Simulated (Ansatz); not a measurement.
## Electronic structure of Mo$_{13}$S$_{25}$ (cell with a defect) in real space

Input file:

```
crystal:
  lattice:
    - [1.5925883332, 6.4363691201, 7.4383206521]
    - [-6.3703533327, -1.8389626057, 7.4383206521]
    - [4.7777649996, -4.5974065144, 7.4383206521]
  atoms:
    - { symbol: Mo, position: [0.076700815, 0.6920854304, 0.2305469689] }
    - { symbol: Mo, position: [0.9997777381, 0.9997777381, 0.9997777381] }
    - { symbol: Mo, position: [0.1536238919, 0.3843931227, 0.4613161996] }
    - { symbol: Mo, position: [0.3074700458, 0.7690085073, 0.9228546612] }
    - { symbol: Mo, position: [0.3843931227, 0.4613161996, 0.1536238919] }
    - { symbol: Mo, position: [0.5382392766, 0.8459315843, 0.6151623535] }
    - { symbol: Mo, position: [0.7690085073, 0.9228546612, 0.3074700458] }
    - { symbol: Mo, position: [0.2305469689, 0.076700815, 0.6920854304] }
    - { symbol: Mo, position: [0.4613161996, 0.1536238919, 0.3843931227] }
    - { symbol: Mo, position: [0.6151623535, 0.5382392766, 0.8459315843] }
    - { symbol: Mo, position: [0.6920854304, 0.2305469689, 0.076700815] }
    - { symbol: Mo, position: [0.8459315843, 0.6151623535, 0.5382392766] }
    - { symbol: Mo, position: [0.9228546612, 0.3074700458, 0.7690085073] }
    - { symbol: S, position: [0.4031332036, 0.4031332036, 0.4031332036] }
    - { symbol: S, position: [0.5569793574, 0.7877485882, 0.8646716651] }
    - { symbol: S, position: [0.7108255113, 0.1723639728, 0.3262101267] }
    - { symbol: S, position: [0.7877485882, 0.8646716651, 0.5569793574] }
    - { symbol: S, position: [0.9415947421, 0.2492870498, 0.018517819] }
    - { symbol: S, position: [0.1723639728, 0.3262101267, 0.7108255113] }
    - { symbol: S, position: [0.6339024344, 0.4800562805, 0.0954408959] }
    - { symbol: S, position: [0.8646716651, 0.5569793574, 0.7877485882] }
    - { symbol: S, position: [0.018517819, 0.9415947421, 0.2492870498] }
    - { symbol: S, position: [0.0954408959, 0.6339024344, 0.4800562805] }
    - { symbol: S, position: [0.2492870498, 0.018517819, 0.9415947421] }
    - { symbol: S, position: [0.3262101267, 0.7108255113, 0.1723639728] }
    - { symbol: S, position: [0.3400131351, 0.9553977505, 0.493859289] }
    - { symbol: S, position: [0.2630900582, 0.2630900582, 0.2630900582] }
    - { symbol: S, position: [0.416936212, 0.6477054428, 0.7246285197] }
    - { symbol: S, position: [0.5707823659, 0.0323208274, 0.1861669813] }
    - { symbol: S, position: [0.6477054428, 0.7246285197, 0.416936212] }
    - { symbol: S, position: [0.8015515967, 0.1092439044, 0.8784746736] }
    - { symbol: S, position: [0.0323208274, 0.1861669813, 0.5707823659] }
    - { symbol: S, position: [0.493859289, 0.3400131351, 0.9553977505] }
    - { symbol: S, position: [0.7246285197, 0.416936212, 0.6477054428] }
    - { symbol: S, position: [0.8784746736, 0.8015515967, 0.1092439044] }
    - { symbol: S, position: [0.9553977505, 0.493859289, 0.3400131351] }
    - { symbol: S, position: [0.1092439044, 0.8784746736, 0.8015515967] }
    - { symbol: S, position: [0.1861669813, 0.5707823659, 0.0323208274] }
  host:
    lattice:
      - [1.5925883332, 0.9194813029, 7.4383206521]
      - [-1.5925883332, 0.9194813029, 7.4383206521]
      - [0.0, -1.8389626057, 7.4383206521]
    atoms:
      - { symbol: Mo, position: [0.9997777381, 0.9997777381, 0.9997777381] }
      - { symbol: S, position: [0.4031332036, 0.4031332036, 0.4031332036] }
      - { symbol: S, position: [0.2630900582, 0.2630900582, 0.2630900582] }
basis:
  ecutwfc: 420
  xc_grid: 2
kpoints:
  mp_grid: { grid: [2, 2, 2], shift: [0.5, 0.5, 0.5] }
hamiltonian:
  xc: pbe
scf:
  occupations: { method: gaussian, width: 0.01 }
output:
  forces: true
  stress: false
  eigenvalues: true
  charged_corrections:
    defect_position: [0.48005628, 0.0954409, 0.63390243]
    epsilon: [[12.8691, 0.0, 0.0], [0.0, 12.8691, 0.0], [0.0, 0.0, 3.2679]]
  write_density: true
  write_potential: true
  elf: true
  volumetric_format: npy
relax:
  adjacent_minimum: "off"
  f_tol: 0.025
  max_steps: 45
```

Launched as:

```sh
ansatz run input.yaml --threads 4 --pin off --max-ram 10240MiB --backend cpu --events-out ev --progress --plain --runs-dir out
```

The fields are those of the run's last geometry, not of the input's.

Computed without spin polarisation.

Level of theory: DFT PBE, scalar-relativistic, plane waves, PAW in Ansatz 0.2.0.

The density is the valence pseudo-density of a PAW calculation; it isn't the true density close to the nuclei.

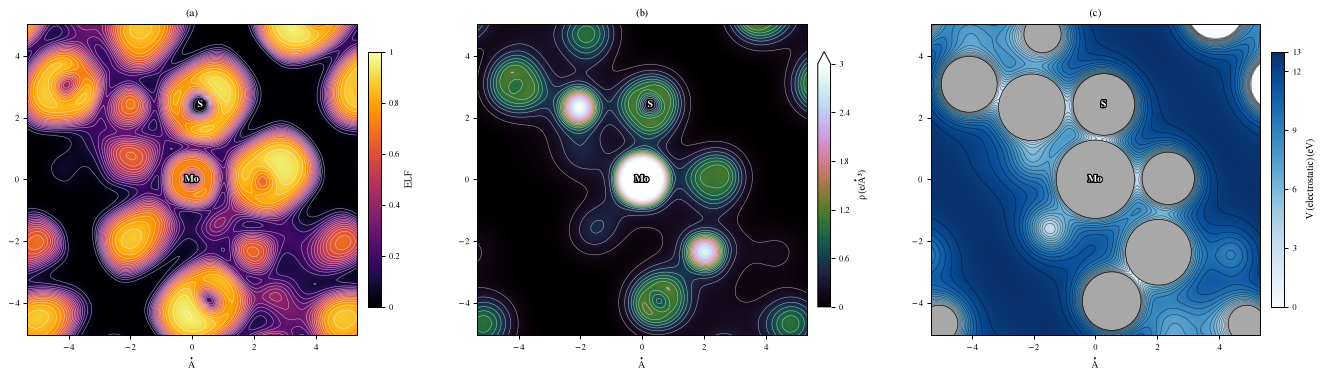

Figure 1. (a) ELF; (b) valence pseudo-density; (c) electrostatic potential (local pseudopotential plus Hartree) felt by an electron on the (100) plane of the calculation cell. Grey discs cover the atomic cores in the potential map.

What does the map show?

The plane passes through Mo and S nuclei.
Atoms just off the plane (Mo, 0.7 Å away and S, 0.3 Å away) can leave unmarked features too.
Mo–S (2.44 Å): the density is about 0.57 e/Å³ at the midpoint; the ELF peaks at about 0.85 in the valence shell of S, 0.8 Å from its nucleus, and is about 0.45 at the midpoint.
The density dies away to nearly zero in the voids.
The features right at Mo lie inside the PAW spheres, where the map follows smoothed inner orbitals and isn't to be read closely.
Outside the cores the potential energy rises away from the atoms and is highest about 2.3 Å from the nearest atoms; its zero is arbitrary.

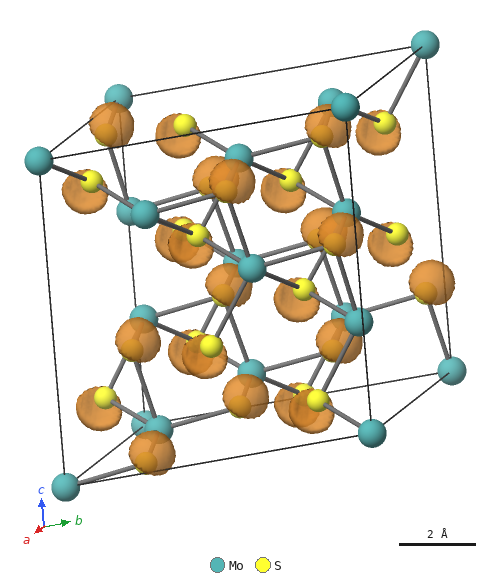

Figure 2. Isosurface of the ELF at 0.9 (orange), seen slightly off an axis. Core shells and regions of very low density are left out. Sticks mark near contacts.

Where are the electrons localised?

The surface consists of 25 lobes on S, pointing away from the bonds (lone pairs), counted in one cell of 38 atoms. Any copies at cell faces, edges or corners count once.


Mo–S (2.38 Å): the ELF peaks at about 0.85 in the valence shell of S, 0.8 Å from its nucleus, and is about 0.45 at the midpoint. Mo–S (2.42 Å): the ELF peaks at about 0.85 in the valence shell of S, 0.8 Å from its nucleus, and is about 0.45 at the midpoint.

Metal or insulator at this level of theory?

It is gapped, with a Kohn–Sham gap of 0.99 eV on the k-point mesh (the band edges may lie off the mesh, which would make the gap smaller).
